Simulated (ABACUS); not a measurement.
## ZrS$_{2}$: 7 runs along one coordinate

System: ZrS$_{2}$ (P-3m1, 3 atoms in the cell).
Method: Kohn-Sham DFT of a periodic cell, PBE, PseudoDojo NC SR 0.4.1 PBE standard, no spin polarisation (ABACUS 3.10.1).

The 7 runs differ only in the geometry, by an even scaling of the cell at fixed fractional positions. The structure derives from a Materials Project entry.

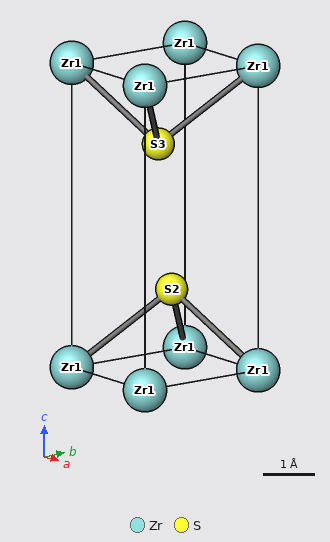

Figure 1. The structure of run 4 (ball-and-stick view of the cell of the calculation, seen slightly off an axis; atoms are numbered from 1 in the order of the input).

## Input of run 4
```
INPUT_PARAMETERS
suffix              ZrS2
calculation         scf
basis_type          pw
pseudo_dir          ./
symmetry            1
dft_functional      pbe
ecutwfc             66
pseudo_rcut         10
nspin               1
nbands              16
ks_solver           dav
smearing_method     fd
smearing_sigma      0.00367493
scf_thr             1e-08
scf_nmax            100
mixing_type         broyden
mixing_beta         0.7
cal_force           1
cal_stress          1
kpar                4
```

## File STRU of run 4
```
ATOMIC_SPECIES
Zr 91.2240 Zr.upf
S 32.0600 S.upf

LATTICE_CONSTANT
1.8897261246

LATTICE_VECTORS
3.6913825498 0.0000000000 0.0000000000
-1.8456912749 3.1968310632 0.0000000000
0.0000000000 0.0000000000 6.0410770100

ATOMIC_POSITIONS
Direct

Zr
0.0
1
0.0000000000 0.0000000000 0.0000000000 1 1 1

S
0.0
2
0.3333333333 0.6666666667 0.2379099700 1 1 1
0.6666666667 0.3333333333 0.7620900300 1 1 1
```

## File KPT of run 4
```
K_POINTS
0
Gamma
8 8 5 0 0 0
```

Command:
```bash
OMP_NUM_THREADS=1 mpirun -np 4 abacus > log
```

Run 5 differs from it as follows:
```diff
-3.6913825498 0.0000000000 0.0000000000
--1.8456912749 3.1968310632 0.0000000000
-0.0000000000 0.0000000000 6.0410770100
+3.7158295043 0.0000000000 0.0000000000
+-1.8579147522 3.2180027468 0.0000000000
+0.0000000000 0.0000000000 6.0810853085
```

## Results, with one run withheld

```tsv
run	volume per atom (Å³)	free energy per atom, from the lowest run given (meV)	pressure (GPa)	gap on the mesh (eV)
1	22.337	31.21	6.80	1.01
2	22.813	14.50	4.49	1.03
3	23.288	4.30	2.40	1.04
4	23.763	0.00	0.52	1.05
5	24.238	?	?	?
6	24.714	6.86	−2.74	1.07
7	25.189	17.04	−4.13	1.07
```

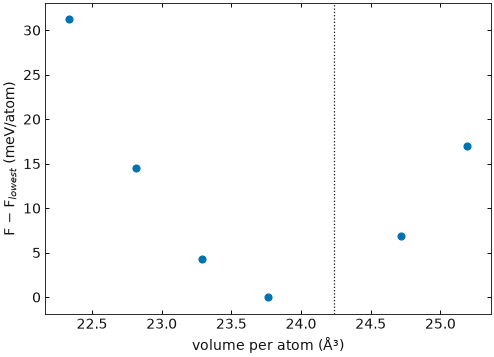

Figure 2. Free energy per atom of the runs given; the dotted line marks run 5.

Fit the runs given and predict run 5.

A cubic polynomial in V^(−2/3) (the Birch–Murnaghan form), fitted to the 6 runs given, misses them by at most 0.01 meV per atom. With x = V^(−2/3) − 0.12137 Å⁻², it reads F = 0.52406 + 1745.1 x + 1.0119e+06 x² + 89940 x³ (meV per atom). At run 5 it gives 1.01 meV per atom, and the run itself gives 1.02. The slope of the fit gives a pressure −dF/dV of −1.18 GPa there, and the run prints −1.19 GPa. The fit has its minimum at 23.904 Å³ per atom, where V d²F/dV² gives 87.5 GPa. Cell shape and fractional positions are held, so this is the stiffness under even scaling; the relaxed bulk modulus wasn't computed and can be far lower in a crystal of layers, chains or molecules like this one. The gap on the mesh goes, without turning, from 1.01 eV in run 1 to 1.07 eV in run 7; run 5 has 1.06 eV. These are gaps of this functional on this mesh, which can miss the band edges; they aren't the measured gap.

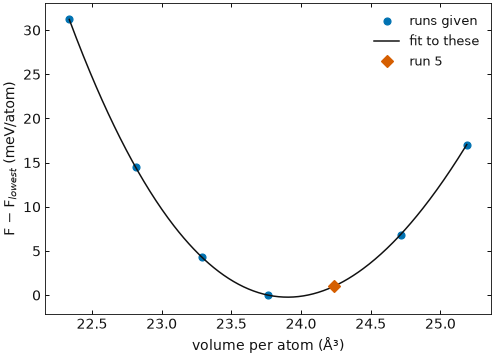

Figure 3. The fit and the withheld run.

## Some lines of the output (run 5)
```
[...]
 E_Fermi        0.4749585932         6.4621431815
 E_Fermi        0.4926150524         6.7023716328
 E_Fermi        0.4960399892         6.7489702884
 E_Fermi        0.4964297940         6.7542738549
 E_Fermi        0.4971399727         6.7639363324
 E_Fermi        0.4974974650         6.7688002644
 E_Fermi        0.4976917084         6.7714430820
 E_Fermi        0.4976699888         6.7711475714
 E_KS(sigma->0) -145.7315166546      -1982.7790046838
 E_Fermi        0.4976740169         6.7712023765
 final etot is -1982.7790055 eV
 EFERMI = 6.7712023765 eV
 TOTAL-PRESSURE: -11.880639 KBAR
 !FINAL_ETOT_IS -1982.7790054694328319 eV
```
